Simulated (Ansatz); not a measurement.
# AlNi3: 6 runs along one coordinate

System: AlNi3 (4 atoms in the cell).
Method: DFT PBEsol, scalar-relativistic, plane waves, PAW, spin-polarised (Ansatz 0.2.0).

The 6 runs differ only in the geometry, by an even scaling of the cell at fixed fractional positions. The structure derives from a Materials Project entry.

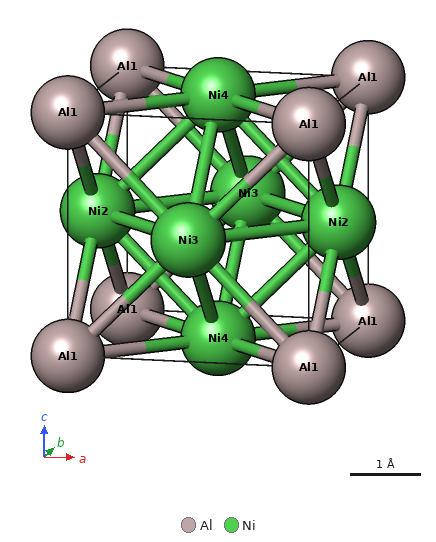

Figure 1. The structure of run 4 (ball-and-stick view of the cell of the calculation, seen slightly off an axis; atoms are numbered from 1 in the order of the input).

**Input of run 4**
```yaml
crystal:
  lattice:
    - [3.5542832321, 0.0, 0.0]
    - [0.0, 3.5542832321, 0.0]
    - [0.0, 0.0, 3.5542832321]
  atoms:
    - { symbol: Al, position: [0.0, 0.0, 0.0] }
    - { symbol: Ni, position: [0.0, 0.5, 0.5], spin: 0.28 }
    - { symbol: Ni, position: [0.5, 0.0, 0.5], spin: 0.28 }
    - { symbol: Ni, position: [0.5, 0.5, 0.0], spin: 0.28 }
basis:
  ecutwfc: 420
kpoints:
  mp_grid: { grid: [14, 14, 14] }
hamiltonian:
  xc: pbesol
scf:
  occupations: { method: gaussian, width: 0.1 }
output:
  forces: true
  stress: true
  eigenvalues: true
  populations: true
magnetization:
  spin_polarized: true
```

Command:
```bash
ansatz run input.yaml --threads 1 --pin off --max-ram 2560MiB --backend cpu --events-out ev --progress --plain --runs-dir out
```

Run 3 differs from it as follows:
```diff
-    - [3.5542832321, 0.0, 0.0]
-    - [0.0, 3.5542832321, 0.0]
-    - [0.0, 0.0, 3.5542832321]
+    - [3.519092309, 0.0, 0.0]
+    - [0.0, 3.519092309, 0.0]
+    - [0.0, 0.0, 3.519092309]
```

**Results, with one run withheld**

| run | volume per atom (Å³) | free energy per atom, from the lowest run given (meV) | pressure (GPa) |
| --- | --- | --- | --- |
| 1 | 9.944 | 56.59 | 22.91 |
| 2 | 10.572 | 0.49 | 6.59 |
| 3 | 10.895 | ? | ? |
| 4 | 11.225 | 0.00 | −5.66 |
| 5 | 11.562 | 17.19 | −10.55 |
| 6 | 11.905 | 44.42 | −14.73 |

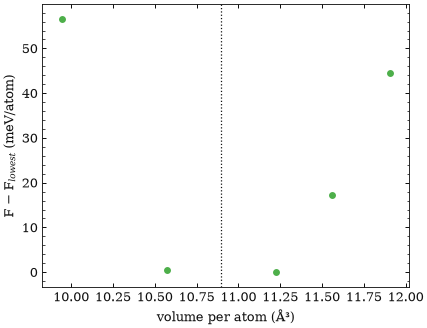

Figure 2. Free energy per atom of the runs given; the dotted line marks run 3.

Estimate the energy of run 3 from the others.

A cubic polynomial in V^(−2/3) (the Birch–Murnaghan form), fitted to the 5 runs given, misses them by at most 0.01 meV per atom. With x = V^(−2/3) − 0.20214 Å⁻², it reads F = −5.3209 − 994.04 x + 3.7423e+05 x² + 5.0352e+05 x³ (meV per atom). At run 3 it gives −5.98 meV per atom, and the run itself gives −5.99. The slope of the fit gives a pressure −dF/dV of 0.02 GPa there, and the run prints 0.01 GPa. The fit has its minimum at 10.896 Å³ per atom, where V d²F/dV² gives 204 GPa: the bulk modulus at this level, since symmetry fixes the shape and the positions.

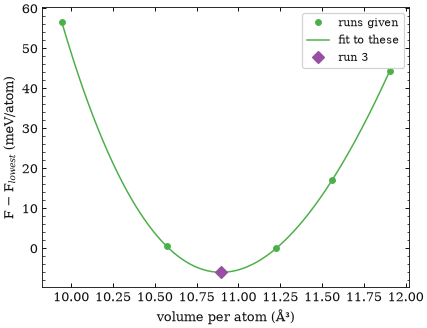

Figure 3. The fit and the withheld run.

**Output, shortened to warnings, some set-up lines, iterations and results (run 3)**
```
Basis set: ecut = 420 eV, 847 PW (Γ), exchange–correlation on 48×48×48 points (8 copies of the dense FFT grid, shifted against one another)
Symmetry: 48 space group operations
k-points: 120 of 2744
Initial density: superposition of atomic densities (chi_scale 0.1, normalization cell)
[...]
SCF iter   1: F=—  HF=-17938.756700 eV  |F-HF|=—  |Δ(HF+E_count)|=         —  Δρ=5.97e-2 (↑5.97e-2 ↓5.21e-2)  dr2=2.94e0  dr2_m=2.70e-2  M=0.531 μB ∫|m|=0.640 μB  β_m=0.30  …
SCF iter   2: F=—  HF=-17937.811152 eV  |F-HF|=—  |Δ(HF+E_count)|=   9.46e-1  Δρ=2.49e-2 (↑2.49e-2 ↓1.89e-2)  dr2=3.62e-1  dr2_m=5.20e-2  M=0.834 μB ∫|m|=0.950 μB  β_m=0.28  …
SCF iter   3: F=—  HF=-17938.857281 eV  |F-HF|=—  |Δ(HF+E_count)|=    1.05e0  Δρ=2.17e-2 (↑2.17e-2 ↓1.49e-2)  dr2=3.55e-1  dr2_m=3.36e-2  M=0.833 μB ∫|m|=0.961 μB  β_m=0.55  …
SCF iter   4: F=—  HF=-17940.859755 eV  |F-HF|=—  |Δ(HF+E_count)|=    2.00e0  Δρ=2.17e-2 (↑2.08e-2 ↓2.17e-2)  dr2=6.89e-1  dr2_m=8.48e-4  M=0.739 μB ∫|m|=0.888 μB  β_m=0.82  …
SCF iter   5: F=—  HF=-17941.237281 eV  |F-HF|=—  |Δ(HF+E_count)|=   3.78e-1  Δρ=1.08e-2 (↑1.08e-2 ↓3.72e-3)  dr2=1.01e-1  dr2_m=1.13e-2  M=0.673 μB ∫|m|=0.810 μB  β_m=0.78  …
SCF iter   6: F=—  HF=-17941.247694 eV  |F-HF|=—  |Δ(HF+E_count)|=   1.04e-2  Δρ=9.67e-3 (↑2.19e-3 ↓9.67e-3)  dr2=1.90e-2  dr2_m=1.11e-2  M=0.652 μB ∫|m|=0.789 μB  β_m=0.89  …
SCF iter   7: F=—  HF=-17941.252491 eV  |F-HF|=—  |Δ(HF+E_count)|=   4.80e-3  Δρ=3.14e-3 (↑3.14e-3 ↓2.54e-3)  dr2=8.18e-3  dr2_m=4.75e-5  M=0.697 μB ∫|m|=0.857 μB  β_m=0.95  …
SCF iter   8: F=—  HF=-17941.252913 eV  |F-HF|=—  |Δ(HF+E_count)|=   4.22e-4  Δρ=1.63e-3 (↑1.63e-3 ↓3.24e-4)  dr2=6.16e-4  dr2_m=3.50e-4  M=0.699 μB ∫|m|=0.862 μB  β_m=0.97  …
SCF iter   9: F=—  HF=-17941.252947 eV  |F-HF|=—  |Δ(HF+E_count)|=   3.38e-5  Δρ=2.64e-4 (↑2.64e-4 ↓1.38e-4)  dr2=6.26e-6  dr2_m=1.59e-5  M=0.695 μB ∫|m|=0.856 μB  β_m=0.99  …
SCF iter  10: F=—  HF=-17941.252946 eV  |F-HF|=—  |Δ(HF+E_count)|=   7.74e-7  Δρ=3.34e-5 (↑4.49e-6 ↓3.34e-5)  dr2=4.06e-7  dr2_m=9.03e-8  M=0.694 μB ∫|m|=0.854 μB  β_m=0.99  …
SCF iter  11: F=—  HF=-17941.252946 eV  |F-HF|=—  |Δ(HF+E_count)|=   3.25e-8  Δρ=2.58e-6 (↑2.58e-6 ↓1.54e-6)  dr2=5.54e-9  dr2_m=1.40e-10  M=0.694 μB ∫|m|=0.854 μB  β_m=1.00  …
SCF iter  12: F=-17941.252946 eV  HF=-17941.252946 eV  |F-HF|=3.71e-10  |Δ(HF+E_count)|=  1.53e-10  Δρ=8.46e-7 (↑4.76e-7 ↓8.46e-7)  dr2=4.66e-10  dr2_m=1.50e-11  M=0.694 μB …
SCF 1 converged in 12 iterations: F = -17941.252946 eV  dr2 = 4.66e-10
SCF converged after 12 iterations
Magnetization: 0.6938 μB (28.8469 up, 28.1531 down)
Absolute magnetization: 0.8542 μB (∫|ρ↑−ρ↓|, with the PAW one-centre terms)
Spin contamination: 0.0085 ħ² per cell (⟨S²⟩ above its minimum at these occupations)
Per-site moments (μB) at R_I (Å): [(-0.015134024815224106, 1.0264542895675717), (0.25506766657088925, 1.0264542895675717), (0.25506766657088903, 1.0264542895675717), (0.2550676665708897, 1.0264542895675717)]
Free energy (F): -17941.252946 eV
Harris-Foulkes:  -17941.252946 eV  (|F-HF|=3.71e-10)
Internal energy: -17941.235729 eV  (E = F + TS)
E sigma→0 (E₀):  -17941.244337 eV
Entropy (-TS):   -0.017217 eV (-4.304 meV/atom)
Fermi energy:    16.377252 eV
--- Per-component energies (eV) ---
  E_band       = -902.022124
  E_kinetic    = 880.225981
  E_local      = -11850.071509  (includes V_loc(G=0)·N_el)
  E_nonlocal   = 1919.605749
  E_hartree    = 5043.346781
  E_xc         = -296.378452
  E_vxc        = -361.778857  (∫ρ·V_xc dr)
  E_paw        = -5240.952429  (= ΣΔE_a)
  E_vpaw       = -1576.695738  (= ΣTr[D̂ρ^β])
  E_aug_tail   = 0.001585  (compensation charges beyond the density's cutoff)
  E_ewald      = -8397.624441
  E_core_change = 0.611006  (= ΣΔE_core)
  E_smearing   = -0.017217  (= −TS)
  E_closure    = 0.000000  (closes the sum)
  Σ components = -17941.252946   (vs F -17941.252946, Δ=0.00e0)
--- Forces (eV/Å), atoms counted from 1 ---
  atom   1  Al    -0.00000000    -0.00000000    -0.00000000
  atom   2  Ni     0.00000000    -0.00000000    -0.00000000
  atom   3  Ni     0.00000000    -0.00000000    -0.00000000
  atom   4  Ni     0.00000000    -0.00000000     0.00000000
  max |Σ_I F_I| component: 8.07e-29 eV/Å
--- Stress (GPa, compression-positive) ---
        0.014906       0.000000       0.000000
        0.000000       0.014906       0.000000
        0.000000       0.000000       0.014906
  P = ⅓ Tr σ = 0.0149 GPa (0.149 kbar)
--- Löwdin populations: 4 sites ---
  site symbol       q [e]    m [muB]
     0     Al      3.5412    -0.0394
     1     Ni     17.6272     0.2525
     2     Ni     17.6272     0.2525
     3     Ni     17.6272     0.2525
  spilling = 0.010125 (of n_electrons = 57.000000)
```
